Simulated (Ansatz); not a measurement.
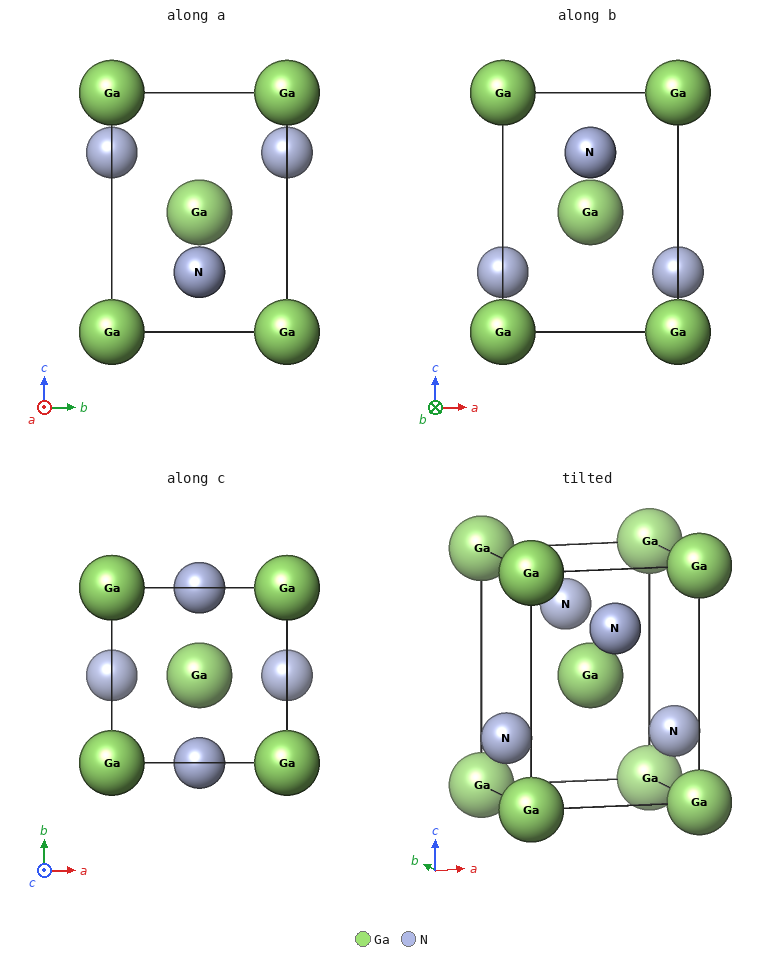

View along the a axis, along the b axis, along the c axis and slightly off an axis, drawn as a spheres-only model. The wireframe shows the conventional unit cell.

Lattice parameters: a = 3.233 Å, b = 3.233 Å, c = 4.416 Å, α = 90.00°, β = 90.00°, γ = 90.00°.

Question: Write the structure as a table of Wyckoff sites.

Answer: Space group I-4m2 (No. 119).
| atom | site | x | y | z |
| --- | --- | --- | --- | --- |
| Ga | 2a | 0.0000 | 0.0000 | 0.0000 |
| N | 2c | 0.5000 | 0.0000 | 0.7500 |

The initial geometry was a structure type filled with these elements by a generator (whether the compound takes this form wasn't checked). The cell was then strained or its atoms displaced on purpose. It was run through Ansatz as a DFT input.
